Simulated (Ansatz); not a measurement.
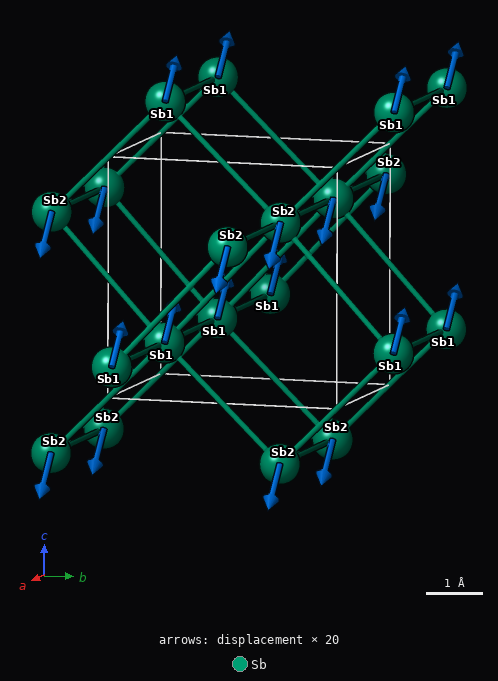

A relaxation of solid Sb (set up in P2_1/m). The starting structure is drawn; blue arrows show the displacements (the part carried along by the change of the cell is left out), 20 times their true length.

Style: ball-and-stick. Shown: the cell of the calculation, slightly off an axis.

The run lets cell and atoms move.

Theory: Kohn-Sham DFT of a periodic cell, PBE, Ansatz PAW in Ansatz.

The input:
```yaml
crystal:
  lattice:
    - [3.122402, 0.0, 0.0]
    - [0.0, 4.347518, 0.0]
    - [-0.038915, 0.0, 4.405852]
  atoms:
    - { symbol: Sb, position: [0.011389, 0.25, 0.241166] }
    - { symbol: Sb, position: [0.988611, 0.75, 0.758834] }
hamiltonian:
  xc: pbe
  pseudopotentials: { kind: paw }
kpoints:
  mp_grid: { grid: [9, 6, 6] }
scf:
  occupations: { method: fermi_dirac, width: 0.05 }
output:
  forces: true
  stress: true
  eigenvalues: true
relax:
  f_tol: 0.01
  max_steps: 40
  cell: { stress_tol: 0.05 }
```

Command:
```bash
ansatz run input.yaml --threads 2 --pin off --max-ram 5632MiB --backend cpu --events-out ev --progress --plain --runs-dir out
```

Describe the change and its energy.

Answer. The largest moves relative to the cell, 0.053 Å, are those of Sb1 and Sb2. Sb1 goes roughly along [−1 0 1]. The volume changes by +0.5 %, with a 3.122 → 3.135 Å (+0.4 %), b 4.348 → 4.379 Å (+0.7 %), c 4.406 → 4.380 Å (−0.6 %), β 90.5° → 90.0°. Among the contacts that change: Sb1–Sb2 3.040 → 3.097 Å, Sb1–Sb2 (another image) 3.152 → 3.097 Å, Sb1–Sb1 3.122 → 3.135 Å. Bond angles that change, for instance: Sb2–Sb1–Sb2 176.7° → 180.0°, Sb2–Sb1–Sb2 87.2° → 90.0°. Within 0.06 Å the space group is P2_1/m at the start and Pm-3m at the end; at a tighter tolerance small leftover displacements or strains of the cell lower it. After 8 accepted moves (10 points after the start) the energy has fallen by 1.6 meV per atom. Largest force component: 0.047 eV/Å at the start, 0.00024 eV/Å at the end. The pressure goes from 0.44 to 0.00 GPa. The line search rejected the trial step at point 6 of the run. The SCF was repeated once at an unchanged geometry on a basis and grid sized afresh for the cell, which shifted the energy by less than 0.05 meV per atom at most. At step 6 the optimiser overshot: the energy rose above the start, and later steps came back. Cost: 44 s on 2 threads of Arm Neoverse V1, with other jobs on the host, peak memory 0.4 GiB.
